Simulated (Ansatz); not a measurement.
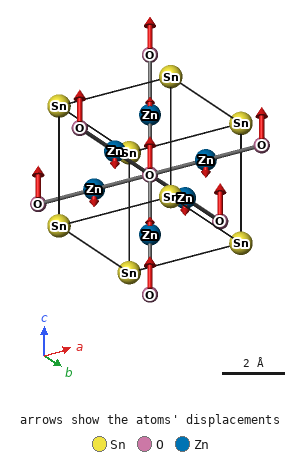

The lowest optical mode of a crystal of Zn$_{3}$SnO (a generated structure) at a fixed volume, space group Pm-3m (No. 221), at the zone centre. The red arrows are the displacements of the atoms (eigenvector over the root of the mass), of arbitrary overall length and sign. Style: ball-and-stick. Shown: the cell of the calculation, from a free direction.

All numbers below come from Ansatz 0.2.0, DFT PBE+D3(BJ), scalar-relativistic, plane waves, PAW.

The input:
```yaml
crystal:
  lattice:
    - [4.2935, 0.0, 0.0]
    - [0.0, 4.2935, 0.0]
    - [0.0, 0.0, 4.2935]
  atoms:
    - { symbol: Sn, position: [0.0, 0.0, 0.0] }
    - { symbol: O, position: [0.5, 0.5, 0.5] }
    - { symbol: Zn, position: [0.5, 0.5, 0.0] }
    - { symbol: Zn, position: [0.5, 0.0, 0.5] }
    - { symbol: Zn, position: [0.0, 0.5, 0.5] }
basis:
  ecutwfc: 420
kpoints:
  mp_grid: { grid: [8, 8, 8] }
hamiltonian:
  xc: pbe
  dispersion: d3bj
scf:
  occupations: { method: fermi_dirac, width: 0.15 }
output:
  eigenvalues: true
phonons:
  method: dfpt
  eigenvectors: true
```

Launched with:
```bash
ansatz run input.yaml --threads 2 --pin off --max-ram 7168MiB --backend cpu --events-out ev --progress --plain --runs-dir out
```

The frequencies depend somewhat on the k-mesh and the smearing.

Question: Is the structure stable against all modes at this point?

Answer: No. This is the T₁u mode (triply degenerate; one member of the set is drawn) at 131i cm⁻¹, the lowest optical level, infrared-active by symmetry. The Sn atoms hardly move; all motion is along c; the kinetic energy is shared as Zn 54 %, O 46 %. The crystal is a metal, so free carriers screen the infrared response. The frequency is imaginary, so the structure is unstable against this distortion. Freezing in the drawn pattern lowers the space group from Pm-3m to P4mm (No. 99). In all, 2 levels are unstable: T₁u 131i cm⁻¹, T₂u 58i cm⁻¹.
